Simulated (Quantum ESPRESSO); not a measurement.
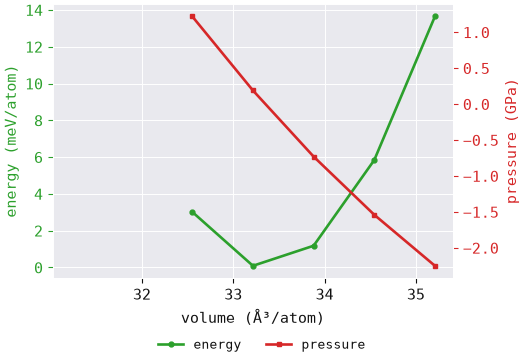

The picture above shows the energy and pressure against volume for HgTe, space group F-43m (No. 216).

Cell as given: a = 4.546 Å, b = 4.546 Å, c = 4.546 Å, α = 60.00°, β = 60.00°, γ = 60.00°; 2 atoms.

How it was computed, with Quantum ESPRESSO 7.5: plane-wave DFT, no spin polarisation; energies at scaled volumes of the given cell, shape and fractions fixed, counted from the fit's minimum, third-order Birch-Murnaghan fit. Level: LDA.

k mesh 7×7×7; occupations Fermi–Dirac; smearing width 0.05 eV; potentials PseudoDojo 0.4.1 SR LDA standard; wave cutoff 1088 eV; density cutoff 4354 eV.

The points at volume 31.22 Å³/atom and 31.89 Å³/atom are left out of the plot. What values does the calculation give there?

```tsv
volume (Å³/atom)	energy (meV/atom)	pressure (GPa)
31.22	23.16	3.70
31.89	10.52	2.38
```

Limits of the calculation: spin-orbit coupling left out, heavy elements.
